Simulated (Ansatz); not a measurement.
## Geometry relaxation, with input and output: GaO (part 1 of 2)

System: GaO (P6₃/mmc, 8 atoms in the cell).
Method: DFT PBE, scalar-relativistic, plane waves, PAW, no spin polarisation (Ansatz 0.2.0).

Figures and captions count atoms from 1; the log counts them from 0 in places.

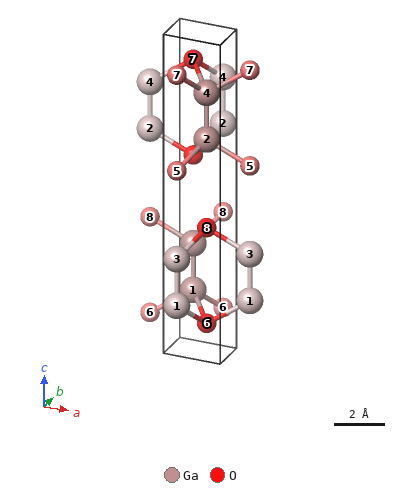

Figure 1. The input geometry (ball-and-stick view of the cell of the calculation, seen slightly off an axis; neighbours outside the cell are drawn fainter; atoms are numbered from 1 in the order of the input). An atom can appear more than once, as a periodic image.

## Input file
```yaml
crystal:
  lattice:
    - [3.074007657, 0.0, 0.0]
    - [-1.5370038285, 2.6621687224, 0.0]
    - [0.0, 0.0, 13.077261157]
  atoms:
    - { symbol: Ga, position: [0.3333333333, 0.6666666667, 0.177] }
    - { symbol: Ga, position: [0.6666666667, 0.3333333333, 0.677] }
    - { symbol: Ga, position: [0.3333333333, 0.6666666667, 0.323] }
    - { symbol: Ga, position: [0.6666666667, 0.3333333333, 0.823] }
    - { symbol: O, position: [0.3333333333, 0.6666666667, 0.6] }
    - { symbol: O, position: [0.6666666667, 0.3333333333, 0.1] }
    - { symbol: O, position: [0.3333333333, 0.6666666667, 0.9] }
    - { symbol: O, position: [0.6666666667, 0.3333333333, 0.4] }
basis:
  ecutwfc: 420
kpoints:
  mp_grid: { grid: [6, 6, 2] }
hamiltonian:
  xc: pbe
scf:
  occupations: { method: gaussian, width: 0.1 }
output:
  forces: true
  stress: true
  eigenvalues: true
relax:
  adjacent_minimum: "off"
  f_tol: 0.05
  max_steps: 80
  cell: { stress_tol: 0.5 }
```

Command:
```bash
ansatz run input.yaml --threads 4 --pin off --max-ram 12288MiB --backend cpu --events-out ev --progress --plain --runs-dir out
```

## What the program printed
```
Engine: ansatz 0.2.0, x86_64-unknown-linux-gnu
Pseudopotentials: kind: paw
Pseudopotential: Ga, paw, valence charge 13, recommended cutoff 420 eV (normal), Ga.paw.azcp
Pseudopotential: O, paw, valence charge 6, recommended cutoff 420 eV (normal), O.paw.azcp
Functional definition: PBE
  parameter kappa = 0.804
  parameter beta = 0.06672455060314922
  exchange = pbe_x(kappa = kappa, mu = beta*pi^2/3)
  correlation = pbe_c(beta = beta)
Crystal: 8 atoms, lattice volume = 107.018 Å³
Basis set: ecut = 420 eV, 2083 PW (Γ), exchange–correlation on 48×48×180 points (8 copies of the dense FFT grid, shifted against one another)
Bands: 46, of which v1, the nominal top of the filled ones, is band 38 counted from 1 (37 counted from 0)
Symmetry: 24 space group operations
Space group: P63/mmc (ITA 194), of the structure as read, at distance tolerance 4.7e-5 Å
k-points: 14 of 72
Non-local potential: Ga, projectors of the file, l = 0: 2, l = 1: 2, l = 2: 3, l = 3: 1
Non-local potential: O, projectors of the file, l = 0: 2, l = 1: 2, l = 2: 1
PAW form: soft (Blöchl's): semilocal exchange-correlation on the pseudo side does not see the compensation charge
PAW one-centre angular grid: Ga, 590 points (default); XC on 64 Gauss nodes
PAW one-centre angular grid: O, 110 points (default); XC on 64 Gauss nodes
Initial density: superposition of atomic densities (neutral atoms: chi_scale 0, normalization atom), corrected by the library's trained network
Initial wavefunctions: pseudopotential atomic-orbital guess
Functional: x = pbe(κ = 0.804, μ = 0.2195149727645171), c = pbe(β = 0.06672455060314922)
SCF iter   1: F=—  HF=-17397.524868 eV  |F-HF|=—  |Δ(HF+E_count)|=         —  Δρ=5.85e-3  dr2=1.10e-1  ethr=1.77e-3  ⟨swp⟩=6.6  Hψ=2397  notcnv=0
preconditioner: auto → Resta (q_TF=auto, 2.577 Å⁻¹)  ε∞=4.8  [insulator: Δε(μ)=1.632 eV  Ē_g=16.056 eV  σ=0.100 eV  W_gap=1.00  n_scr=40 (ndim 8)  ℏωp=31.3 eV  f_vac=0.123  D(μ)=0.00/eV (n_scr^D=0)  ε∞_Penn≈4.8]
SCF iter   2: F=—  HF=-17397.506332 eV  |F-HF|=—  |Δ(HF+E_count)|=   1.85e-2  Δρ=3.77e-3  dr2=1.66e-2  ethr=1.44e-4  ⟨swp⟩=2.2  Hψ=985  notcnv=0  defer=42
SCF iter   3: F=—  HF=-17397.502186 eV  |F-HF|=—  |Δ(HF+E_count)|=   4.15e-3  Δρ=1.35e-3  dr2=7.23e-3  ethr=2.19e-5  ⟨swp⟩=2.0  Hψ=986  notcnv=0  defer=42
SCF iter   4: F=—  HF=-17397.500669 eV  |F-HF|=—  |Δ(HF+E_count)|=   1.52e-3  Δρ=4.93e-4  dr2=3.16e-4  ethr=9.51e-6  ⟨swp⟩=2.0  Hψ=768  notcnv=0  defer=42
SCF iter   5: F=—  HF=-17397.500748 eV  |F-HF|=—  |Δ(HF+E_count)|=   7.87e-5  Δρ=1.12e-4  dr2=1.66e-5  ethr=4.16e-7  ⟨swp⟩=2.6  Hψ=1103  notcnv=0  defer=42
SCF iter   6: F=—  HF=-17397.500666 eV  |F-HF|=—  |Δ(HF+E_count)|=   8.22e-5  Δρ=8.74e-5  dr2=5.20e-6  ethr=2.19e-8  ⟨swp⟩=2.0  Hψ=1128  notcnv=0  defer=42
SCF iter   7: F=—  HF=-17397.500666 eV  |F-HF|=—  |Δ(HF+E_count)|=   5.20e-7  Δρ=1.98e-5  dr2=3.31e-7  ethr=6.84e-9  ⟨swp⟩=2.0  Hψ=1100  notcnv=0  defer=42
SCF iter   8: F=-17397.500667 eV  HF=-17397.500667 eV  |F-HF|=1.47e-7  |Δ(HF+E_count)|=   1.11e-6  Δρ=6.02e-6  dr2=3.83e-8  ethr=1.32e-10  ⟨swp⟩=10.1  Hψ=2907  notcnv=0
SCF 1 converged in 8 iterations: F = -17397.500667 eV  dr2 = 3.83e-8
  greatest PAW one-centre occupation: 0.996 electrons in one spin orbital (limit 2), on the Ga atom at site 2 (counted from 0), in its partial waves of l = 2
relax step   1: F+E_penalty+E_count = -17397.50066739 eV  Δ(F+E_penalty+E_count) = +0.000e0 eV  max|allowed force component| = 1.334e1 eV/Å  Δτ_max = 0.0000 Å  P = +11.149 GPa  Ω = 107.018 Å³  (8 SCF iters, dr2 threshold 1.00e-7 eV, accepted)
Crystal: 8 atoms, lattice volume = 121.857 Å³
Basis set: ecut = 420 eV, 2409 PW (Γ), exchange–correlation on 48×48×180 points (8 copies of the dense FFT grid, shifted against one another)
Initial density: handed on by an earlier stage of this run
Initial wavefunctions: those handed on with the density
SCF iter   1: F=—  HF=-17403.566010 eV  |F-HF|=—  |Δ(HF+E_count)|=         —  Δρ=5.01e-2  dr2=3.51e0  ethr=3.10e-3  ⟨swp⟩=6.4  Hψ=2870  notcnv=0
preconditioner: auto → Resta (q_TF=auto, 2.522 Å⁻¹)  ε∞=4.3  [insulator: Δε(μ)=1.055 eV  Ē_g=16.169 eV  σ=0.100 eV  W_gap=1.00  n_scr=40 (ndim 8)  ℏωp=29.3 eV  f_vac=0.158  D(μ)=0.00/eV (n_scr^D=0)  ε∞_Penn≈4.3]
SCF iter   2: F=—  HF=-17402.759025 eV  |F-HF|=—  |Δ(HF+E_count)|=   8.07e-1  Δρ=2.04e-2  dr2=4.38e-1  ethr=3.10e-3  ⟨swp⟩=3.0  Hψ=1067  notcnv=0  defer=40
SCF iter   3: F=—  HF=-17402.655260 eV  |F-HF|=—  |Δ(HF+E_count)|=   1.04e-1  Δρ=7.00e-3  dr2=9.37e-2  ethr=5.76e-4  ⟨swp⟩=2.9  Hψ=1215  notcnv=0  defer=39
SCF iter   4: F=—  HF=-17402.635260 eV  |F-HF|=—  |Δ(HF+E_count)|=   2.00e-2  Δρ=1.76e-3  dr2=4.66e-3  ethr=1.23e-4  ⟨swp⟩=2.3  Hψ=1161  notcnv=0  defer=39
SCF iter   5: F=—  HF=-17402.636343 eV  |F-HF|=—  |Δ(HF+E_count)|=   1.08e-3  Δρ=9.72e-4  dr2=1.24e-3  ethr=6.14e-6  ⟨swp⟩=2.0  Hψ=1115  notcnv=0  defer=39
SCF iter   6: F=—  HF=-17402.636010 eV  |F-HF|=—  |Δ(HF+E_count)|=   3.34e-4  Δρ=2.27e-4  dr2=1.24e-4  ethr=1.63e-6  ⟨swp⟩=2.1  Hψ=1119  notcnv=0  defer=39
SCF iter   7: F=—  HF=-17402.636199 eV  |F-HF|=—  |Δ(HF+E_count)|=   1.89e-4  Δρ=9.88e-5  dr2=1.33e-5  ethr=1.63e-7  ⟨swp⟩=2.0  Hψ=1151  notcnv=0  defer=39
SCF iter   8: F=—  HF=-17402.636198 eV  |F-HF|=—  |Δ(HF+E_count)|=   1.49e-6  Δρ=3.17e-5  dr2=1.18e-6  ethr=1.74e-8  ⟨swp⟩=2.0  Hψ=1079  notcnv=0  defer=39
SCF iter   9: F=-17402.636199 eV  HF=-17402.636199 eV  |F-HF|=7.19e-8  |Δ(HF+E_count)|=   1.82e-6  Δρ=4.81e-6  dr2=2.47e-8  ethr=1.05e-9  ⟨swp⟩=11.8  Hψ=3174  notcnv=0
SCF 2 converged in 9 iterations: F = -17402.636199 eV  dr2 = 2.47e-8
relax step   2: F+E_penalty+E_count = -17402.63619941 eV  Δ(F+E_penalty+E_count) = -5.136e0 eV  max|allowed force component| = 2.502e0 eV/Å  Δτ_max = 0.1492 Å  P = -5.320 GPa  Ω = 121.857 Å³  energy of the carried Pulay correction = -4.786e-2 eV  (9 SCF iters, dr2 threshold 8.00e-7 eV, accepted)
Crystal: 8 atoms, lattice volume = 115.520 Å³
Basis set: ecut = 420 eV, 2253 PW (Γ), exchange–correlation on 48×48×180 points (8 copies of the dense FFT grid, shifted against one another)
iter 1 solved again at ethr=1.07e-4 eV; its pass at ethr=3.10e-3 eV (dr2=8.16e-2 eV) is discarded
SCF iter   1: F=—  HF=-17403.261979 eV  |F-HF|=—  |Δ(HF+E_count)|=         —  Δρ=1.12e-2  dr2=8.13e-2  ethr=1.07e-4  ⟨swp⟩=1.9  Hψ=3169  notcnv=0
preconditioner: auto → Resta (q_TF=auto, 2.544 Å⁻¹)  ε∞=4.4  [insulator: Δε(μ)=1.266 eV  Ē_g=16.377 eV  σ=0.100 eV  W_gap=1.00  n_scr=40 (ndim 8)  ℏωp=30.1 eV  f_vac=0.133  D(μ)=0.00/eV (n_scr^D=0)  ε∞_Penn≈4.4]
SCF iter   2: F=—  HF=-17403.244100 eV  |F-HF|=—  |Δ(HF+E_count)|=   1.79e-2  Δρ=5.13e-3  dr2=2.42e-2  ethr=1.07e-4  ⟨swp⟩=2.4  Hψ=1150  notcnv=0
SCF iter   3: F=—  HF=-17403.240198 eV  |F-HF|=—  |Δ(HF+E_count)|=   3.90e-3  Δρ=1.55e-3  dr2=3.50e-3  ethr=3.19e-5  ⟨swp⟩=3.0  Hψ=1131  notcnv=0
SCF iter   4: F=—  HF=-17403.239567 eV  |F-HF|=—  |Δ(HF+E_count)|=   6.30e-4  Δρ=5.91e-4  dr2=5.11e-4  ethr=4.60e-6  ⟨swp⟩=2.0  Hψ=1156  notcnv=0
SCF iter   5: F=—  HF=-17403.239718 eV  |F-HF|=—  |Δ(HF+E_count)|=   1.50e-4  Δρ=1.61e-4  dr2=3.16e-5  ethr=6.73e-7  ⟨swp⟩=2.0  Hψ=1124  notcnv=0
SCF iter   6: F=—  HF=-17403.239751 eV  |F-HF|=—  |Δ(HF+E_count)|=   3.34e-5  Δρ=1.65e-4  dr2=2.92e-5  ethr=4.16e-8  ⟨swp⟩=2.0  Hψ=1176  notcnv=0
SCF iter   7: F=—  HF=-17403.239748 eV  |F-HF|=—  |Δ(HF+E_count)|=   3.07e-6  Δρ=2.62e-5  dr2=9.53e-7  ethr=3.84e-8  ⟨swp⟩=3.0  Hψ=1176  notcnv=0
SCF iter   8: F=-17403.239750 eV  HF=-17403.239750 eV  |F-HF|=1.47e-7  |Δ(HF+E_count)|=   1.76e-6  Δρ=5.82e-6  dr2=4.02e-8  ethr=1.05e-9  ⟨swp⟩=7.0  Hψ=2852  notcnv=0
SCF 3 converged in 8 iterations: F = -17403.239750 eV  dr2 = 4.02e-8
relax step   3: F+E_penalty+E_count = -17403.23974987 eV  Δ(F+E_penalty+E_count) = -6.036e-1 eV  max|allowed force component| = 1.145e0 eV/Å  Δτ_max = 0.0423 Å  P = -0.749 GPa  Ω = 115.520 Å³  energy of the carried Pulay correction = -2.819e-2 eV  (8 SCF iters, dr2 threshold 8.00e-7 eV, accepted)
Crystal: 8 atoms, lattice volume = 114.119 Å³
Basis set: ecut = 420 eV, 2231 PW (Γ), exchange–correlation on 48×48×180 points (8 copies of the dense FFT grid, shifted against one another)
iter 1 solved again at ethr=3.64e-5 eV; its pass at ethr=3.10e-3 eV (dr2=2.77e-2 eV) is discarded
SCF iter   1: F=—  HF=-17403.361179 eV  |F-HF|=—  |Δ(HF+E_count)|=         —  Δρ=6.74e-3  dr2=2.84e-2  ethr=3.64e-5  ⟨swp⟩=1.1  Hψ=3165  notcnv=0
preconditioner: auto → Resta (q_TF=auto, 2.550 Å⁻¹)  ε∞=4.4  [insulator: Δε(μ)=1.346 eV  Ē_g=16.467 eV  σ=0.100 eV  W_gap=1.00  n_scr=40 (ndim 8)  ℏωp=30.3 eV  f_vac=0.140  D(μ)=0.00/eV (n_scr^D=0)  ε∞_Penn≈4.4]
SCF iter   2: F=—  HF=-17403.354709 eV  |F-HF|=—  |Δ(HF+E_count)|=   6.47e-3  Δρ=2.65e-3  dr2=4.81e-3  ethr=3.64e-5  ⟨swp⟩=2.9  Hψ=1172  notcnv=0
SCF iter   3: F=—  HF=-17403.354110 eV  |F-HF|=—  |Δ(HF+E_count)|=   5.98e-4  Δρ=1.16e-3  dr2=1.24e-3  ethr=6.32e-6  ⟨swp⟩=2.4  Hψ=1142  notcnv=0
SCF iter   4: F=—  HF=-17403.354119 eV  |F-HF|=—  |Δ(HF+E_count)|=   8.43e-6  Δρ=2.76e-4  dr2=1.59e-4  ethr=1.63e-6  ⟨swp⟩=2.0  Hψ=1120  notcnv=0
SCF iter   5: F=—  HF=-17403.354071 eV  |F-HF|=—  |Δ(HF+E_count)|=   4.80e-5  Δρ=1.88e-4  dr2=2.95e-5  ethr=2.09e-7  ⟨swp⟩=2.0  Hψ=1120  notcnv=0
SCF iter   6: F=—  HF=-17403.354055 eV  |F-HF|=—  |Δ(HF+E_count)|=   1.57e-5  Δρ=4.18e-5  dr2=1.99e-6  ethr=3.89e-8  ⟨swp⟩=2.0  Hψ=1135  notcnv=0
SCF iter   7: F=-17403.354059 eV  HF=-17403.354059 eV  |F-HF|=2.18e-7  |Δ(HF+E_count)|=   3.90e-6  Δρ=7.59e-6  dr2=7.65e-8  ethr=1.05e-9  ⟨swp⟩=6.8  Hψ=2833  notcnv=0
SCF 4 converged in 7 iterations: F = -17403.354059 eV  dr2 = 7.65e-8
relax step   4: F+E_penalty+E_count = -17403.35405928 eV  Δ(F+E_penalty+E_count) = -1.143e-1 eV  max|allowed force component| = 1.857e-1 eV/Å  Δτ_max = 0.0243 Å  P = +1.552 GPa  Ω = 114.119 Å³  energy of the carried Pulay correction = -2.370e-2 eV  (7 SCF iters, dr2 threshold 8.00e-7 eV, accepted)
Crystal: 8 atoms, lattice volume = 114.349 Å³
Basis set: ecut = 420 eV, 2229 PW (Γ), exchange–correlation on 48×48×180 points (8 copies of the dense FFT grid, shifted against one another)
iter 1 solved again at ethr=1.35e-5 eV; its pass at ethr=3.10e-3 eV (dr2=1.03e-2 eV) is discarded
SCF iter   1: F=—  HF=-17403.372093 eV  |F-HF|=—  |Δ(HF+E_count)|=         —  Δρ=5.09e-3  dr2=9.94e-3  ethr=1.35e-5  ⟨swp⟩=2.2  Hψ=2766  notcnv=0
preconditioner: auto → Resta (q_TF=auto, 2.549 Å⁻¹)  ε∞=4.4  [insulator: Δε(μ)=1.204 eV  Ē_g=16.402 eV  σ=0.100 eV  W_gap=1.00  n_scr=40 (ndim 8)  ℏωp=30.3 eV  f_vac=0.131  D(μ)=0.00/eV (n_scr^D=0)  ε∞_Penn≈4.4]
SCF iter   2: F=—  HF=-17403.369789 eV  |F-HF|=—  |Δ(HF+E_count)|=   2.30e-3  Δρ=2.36e-3  dr2=2.10e-3  ethr=1.31e-5  ⟨swp⟩=2.1  Hψ=1116  notcnv=0
SCF iter   3: F=—  HF=-17403.369691 eV  |F-HF|=—  |Δ(HF+E_count)|=   9.75e-5  Δρ=5.18e-4  dr2=2.59e-4  ethr=2.76e-6  ⟨swp⟩=2.0  Hψ=1119  notcnv=0
SCF iter   4: F=—  HF=-17403.369558 eV  |F-HF|=—  |Δ(HF+E_count)|=   1.33e-4  Δρ=1.54e-4  dr2=2.27e-5  ethr=3.41e-7  ⟨swp⟩=2.8  Hψ=1169  notcnv=0
SCF iter   5: F=—  HF=-17403.369583 eV  |F-HF|=—  |Δ(HF+E_count)|=   2.45e-5  Δρ=3.10e-5  dr2=1.46e-6  ethr=2.99e-8  ⟨swp⟩=3.0  Hψ=1176  notcnv=0
SCF iter   6: F=-17403.369584 eV  HF=-17403.369584 eV  |F-HF|=5.56e-7  |Δ(HF+E_count)|=   1.26e-6  Δρ=2.19e-5  dr2=3.92e-7  ethr=1.05e-9  ⟨swp⟩=7.3  Hψ=2950  notcnv=0
SCF 5 converged in 6 iterations: F = -17403.369584 eV  dr2 = 3.92e-7
  greatest PAW one-centre occupation: 0.996 electrons in one spin orbital (limit 2), on the Ga atom at site 3 (counted from 0), in its partial waves of l = 2
relax step   5: F+E_penalty+E_count = -17403.36958367 eV  Δ(F+E_penalty+E_count) = -1.552e-2 eV  max|allowed force component| = 1.059e-1 eV/Å  Δτ_max = 0.0190 Å  P = +0.541 GPa  Ω = 114.349 Å³  energy of the carried Pulay correction = -2.444e-2 eV  (6 SCF iters, dr2 threshold 8.00e-7 eV, accepted)
Crystal: 8 atoms, lattice volume = 111.528 Å³
Basis set: ecut = 420 eV, 2193 PW (Γ), exchange–correlation on 48×48×180 points (8 copies of the dense FFT grid, shifted against one another)
iter 1 solved again at ethr=8.51e-5 eV; its pass at ethr=3.10e-3 eV (dr2=6.47e-2 eV) is discarded
SCF iter   1: F=—  HF=-17403.396232 eV  |F-HF|=—  |Δ(HF+E_count)|=         —  Δρ=1.27e-2  dr2=6.41e-2  ethr=8.51e-5  ⟨swp⟩=1.0  Hψ=3276  notcnv=0
preconditioner: auto → Resta (q_TF=auto, 2.559 Å⁻¹)  ε∞=4.5  [insulator: Δε(μ)=1.079 eV  Ē_g=16.402 eV  σ=0.100 eV  W_gap=1.00  n_scr=40 (ndim 8)  ℏωp=30.7 eV  f_vac=0.088  D(μ)=0.00/eV (n_scr^D=0)  ε∞_Penn≈4.5]
SCF iter   2: F=—  HF=-17403.384681 eV  |F-HF|=—  |Δ(HF+E_count)|=   1.16e-2  Δρ=5.72e-3  dr2=1.16e-2  ethr=8.43e-5  ⟨swp⟩=2.0  Hψ=926  notcnv=0
SCF iter   3: F=—  HF=-17403.384269 eV  |F-HF|=—  |Δ(HF+E_count)|=   4.12e-4  Δρ=2.46e-3  dr2=2.90e-3  ethr=1.52e-5  ⟨swp⟩=2.9  Hψ=1182  notcnv=0
SCF iter   4: F=—  HF=-17403.384852 eV  |F-HF|=—  |Δ(HF+E_count)|=   5.83e-4  Δρ=4.01e-4  dr2=2.94e-4  ethr=3.82e-6  ⟨swp⟩=2.3  Hψ=1095  notcnv=0
SCF iter   5: F=—  HF=-17403.384994 eV  |F-HF|=—  |Δ(HF+E_count)|=   1.42e-4  Δρ=2.02e-4  dr2=3.73e-5  ethr=3.87e-7  ⟨swp⟩=2.0  Hψ=1120  notcnv=0
SCF iter   6: F=—  HF=-17403.384969 eV  |F-HF|=—  |Δ(HF+E_count)|=   2.48e-5  Δρ=7.54e-5  dr2=5.78e-6  ethr=4.91e-8  ⟨swp⟩=2.0  Hψ=1174  notcnv=0
SCF iter   7: F=-17403.384980 eV  HF=-17403.384980 eV  |F-HF|=6.13e-7  |Δ(HF+E_count)|=   1.11e-5  Δρ=1.38e-5  dr2=2.70e-7  ethr=1.05e-9  ⟨swp⟩=3.9  Hψ=2843  notcnv=0
SCF 6 converged in 7 iterations: F = -17403.384980 eV  dr2 = 2.70e-7
relax step   6: F+E_penalty+E_count = -17403.38498039 eV  Δ(F+E_penalty+E_count) = -1.540e-2 eV  max|allowed force component| = 7.996e-2 eV/Å  Δτ_max = 0.0656 Å  P = +0.167 GPa  Ω = 111.528 Å³  energy of the carried Pulay correction = -1.523e-2 eV  (7 SCF iters, dr2 threshold 8.00e-7 eV, accepted)
Crystal: 8 atoms, lattice volume = 111.220 Å³
Basis set: ecut = 420 eV, 2157 PW (Γ), exchange–correlation on 48×48×180 points (8 copies of the dense FFT grid, shifted against one another)
iter 1 solved again at ethr=3.98e-6 eV; its pass at ethr=3.10e-3 eV (dr2=3.02e-3 eV) is discarded
SCF iter   1: F=—  HF=-17403.386015 eV  |F-HF|=—  |Δ(HF+E_count)|=         —  Δρ=2.67e-3  dr2=3.17e-3  ethr=3.98e-6  ⟨swp⟩=1.9  Hψ=2995  notcnv=0
preconditioner: auto → Resta (q_TF=auto, 2.561 Å⁻¹)  ε∞=4.5  [insulator: Δε(μ)=1.061 eV  Ē_g=16.394 eV  σ=0.100 eV  W_gap=1.00  n_scr=40 (ndim 8)  ℏωp=30.7 eV  f_vac=0.088  D(μ)=0.00/eV (n_scr^D=0)  ε∞_Penn≈4.5]
SCF iter   2: F=—  HF=-17403.385376 eV  |F-HF|=—  |Δ(HF+E_count)|=   6.39e-4  Δρ=1.25e-3  dr2=5.46e-4  ethr=3.98e-6  ⟨swp⟩=2.9  Hψ=1148  notcnv=0
SCF iter   3: F=—  HF=-17403.385361 eV  |F-HF|=—  |Δ(HF+E_count)|=   1.49e-5  Δρ=4.33e-4  dr2=1.15e-4  ethr=7.18e-7  ⟨swp⟩=2.8  Hψ=1212  notcnv=0
SCF iter   4: F=—  HF=-17403.385349 eV  |F-HF|=—  |Δ(HF+E_count)|=   1.17e-5  Δρ=9.27e-5  dr2=1.33e-5  ethr=1.52e-7  ⟨swp⟩=3.0  Hψ=1200  notcnv=0
SCF iter   5: F=—  HF=-17403.385357 eV  |F-HF|=—  |Δ(HF+E_count)|=   7.83e-6  Δρ=5.53e-5  dr2=1.88e-6  ethr=1.75e-8  ⟨swp⟩=2.0  Hψ=1120  notcnv=0
SCF iter   6: F=-17403.385356 eV  HF=-17403.385356 eV  |F-HF|=3.08e-7  |Δ(HF+E_count)|=   1.21e-6  Δρ=1.08e-5  dr2=1.27e-7  ethr=5.26e-10  ⟨swp⟩=6.8  Hψ=3024  notcnv=0
SCF 7 converged in 6 iterations: F = -17403.385356 eV  dr2 = 1.27e-7
relax step   7: F+E_penalty+E_count = -17403.38535639 eV  Δ(F+E_penalty+E_count) = -3.760e-4 eV  max|allowed force component| = 7.940e-2 eV/Å  Δτ_max = 0.0097 Å  P = +0.461 GPa  Ω = 111.220 Å³  energy of the carried Pulay correction = -1.421e-2 eV  (6 SCF iters, dr2 threshold 4.00e-7 eV, rejected (line search))
Crystal: 8 atoms, lattice volume = 112.363 Å³
iter 1 solved again at ethr=6.55e-6 eV; its pass at ethr=3.10e-3 eV (dr2=4.98e-3 eV) is discarded
SCF iter   1: F=—  HF=-17403.385336 eV  |F-HF|=—  |Δ(HF+E_count)|=         —  Δρ=3.82e-3  dr2=4.98e-3  ethr=6.55e-6  ⟨swp⟩=2.1  Hψ=3187  notcnv=0
preconditioner: auto → Resta (q_TF=auto, 2.556 Å⁻¹)  ε∞=4.5  [insulator: Δε(μ)=1.116 eV  Ē_g=16.342 eV  σ=0.100 eV  W_gap=1.00  n_scr=40 (ndim 8)  ℏωp=30.5 eV  f_vac=0.108  D(μ)=0.00/eV (n_scr^D=0)  ε∞_Penn≈4.5]
SCF iter   2: F=—  HF=-17403.384510 eV  |F-HF|=—  |Δ(HF+E_count)|=   8.26e-4  Δρ=1.88e-3  dr2=1.32e-3  ethr=6.55e-6  ⟨swp⟩=2.0  Hψ=1099  notcnv=0
SCF iter   3: F=—  HF=-17403.384557 eV  |F-HF|=—  |Δ(HF+E_count)|=   4.73e-5  Δρ=4.65e-4  dr2=2.77e-4  ethr=1.74e-6  ⟨swp⟩=2.0  Hψ=1123  notcnv=0
SCF iter   4: F=—  HF=-17403.384513 eV  |F-HF|=—  |Δ(HF+E_count)|=   4.40e-5  Δρ=1.43e-4  dr2=3.95e-5  ethr=3.65e-7  ⟨swp⟩=2.0  Hψ=1120  notcnv=0
SCF iter   5: F=—  HF=-17403.384548 eV  |F-HF|=—  |Δ(HF+E_count)|=   3.51e-5  Δρ=3.41e-5  dr2=1.82e-6  ethr=5.20e-8  ⟨swp⟩=3.0  Hψ=1176  notcnv=0
SCF iter   6: F=—  HF=-17403.384554 eV  |F-HF|=—  |Δ(HF+E_count)|=   6.07e-6  Δρ=2.03e-5  dr2=3.78e-7  ethr=2.39e-9  ⟨swp⟩=2.0  Hψ=1144  notcnv=0
SCF iter   7: F=—  HF=-17403.384554 eV  |F-HF|=—  |Δ(HF+E_count)|=   6.09e-8  Δρ=5.46e-6  dr2=3.68e-8  ethr=4.97e-10  ⟨swp⟩=2.0  Hψ=1176  notcnv=0
SCF iter   8: F=-17403.384554 eV  HF=-17403.384554 eV  |F-HF|=8.83e-9  |Δ(HF+E_count)|=   5.10e-8  Δρ=1.59e-6  dr2=3.48e-9  ethr=1.05e-11  ⟨swp⟩=5.0  Hψ=2447  notcnv=0
SCF 8 converged in 8 iterations: F = -17403.384554 eV  dr2 = 3.48e-9
```
